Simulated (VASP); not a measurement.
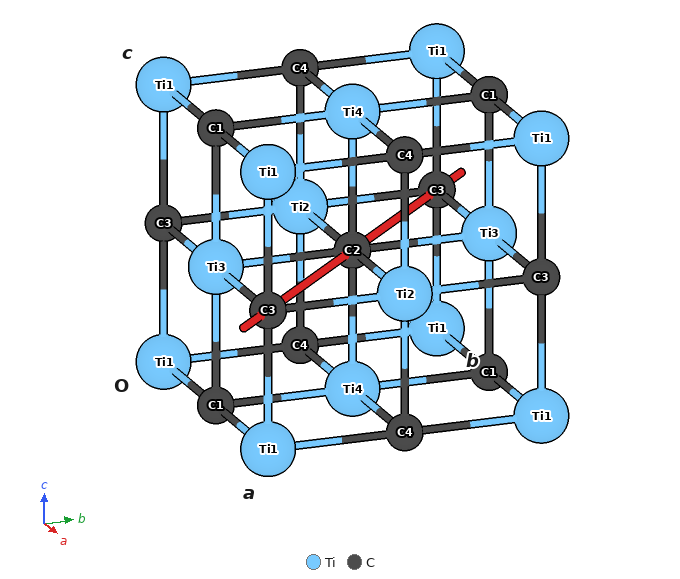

Crystal: TiC, a cell listed in the Materials Project, as set up for an electronic-structure calculation. The coloured rod is the axis of a symmetry operation of the crystal. The drawing is computed from the coordinates (standard cell, symmetry found to 0.002 Å).

a = 4.331 Å, b = 4.331 Å, c = 4.331 Å, α = 90.00°, β = 90.00°, γ = 90.00°.

```
atom       x       y       z
 Ti1  0.0000  0.0000  0.0000
  C1  0.5000  0.0000  0.0000
 Ti2  0.0000  0.5000  0.5000
  C2  0.5000  0.5000  0.5000
 Ti3  0.5000  0.0000  0.5000
  C3  0.0000  0.0000  0.5000
 Ti4  0.5000  0.5000  0.0000
  C4  0.0000  0.5000  0.0000
```

Take the operation x, y, z → −y+1, −x+1, −z+1.

**What kind of operation is it, and where does it lie?**

It is a 2-fold rotation, about the line along [−1 1 0] through (1/2, 1/2, 1/2).

**Onto which atom does it carry each atom (up to whole multiples of a, b and c)?**

Ti1 → Ti1, C1 → C4, Ti2 → Ti3, C2 → C2, Ti3 → Ti2, C3 → C3, Ti4 → Ti4, C4 → C1.
